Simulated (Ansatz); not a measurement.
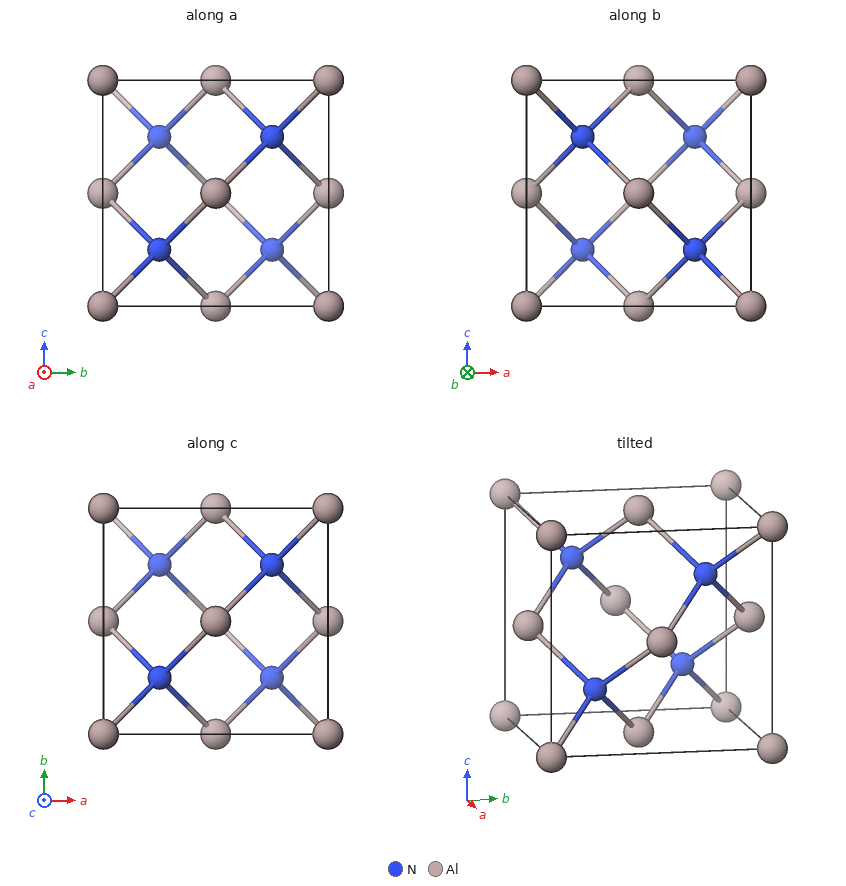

Ball-and-stick representation of a periodic structure, projected along the a axis, along the b axis, along the c axis and slightly off an axis. The edges of the drawn cell (a repeat of the simulation cell) are marked.

Lattice parameters: a = 4.3413 Å, b = 4.3698 Å, c = 4.3698 Å, α = 90.000°, β = 90.000°, γ = 90.000°.

### Write down what is shown as a CIF in P1 with every atom of the cell.

```cif
data_structure
_symmetry_space_group_name_H-M 'P 1'
_symmetry_Int_Tables_number 1
_cell_length_a 4.3413
_cell_length_b 4.3698
_cell_length_c 4.3698
_cell_angle_alpha 90.000
_cell_angle_beta 90.000
_cell_angle_gamma 90.000
_cell_volume 82.90
loop_
_atom_site_label
_atom_site_type_symbol
_atom_site_fract_x
_atom_site_fract_y
_atom_site_fract_z
_atom_site_occupancy
N1 N 0.2500 0.7500 0.2500 1
N2 N 0.7500 0.7500 0.7500 1
Al1 Al 0.5000 0.5000 0.0000 1
N3 N 0.7500 0.2500 0.2500 1
Al2 Al 0.0000 0.5000 0.5000 1
N4 N 0.2500 0.2500 0.7500 1
Al3 Al 0.0000 0.0000 0.0000 1
Al4 Al 0.5000 0.0000 0.5000 1
```

The model was built from a structure type filled with these elements by a generator (whether the compound takes this form wasn't checked). The cell was then strained or its atoms displaced on purpose. A calculation with Ansatz used it as input.
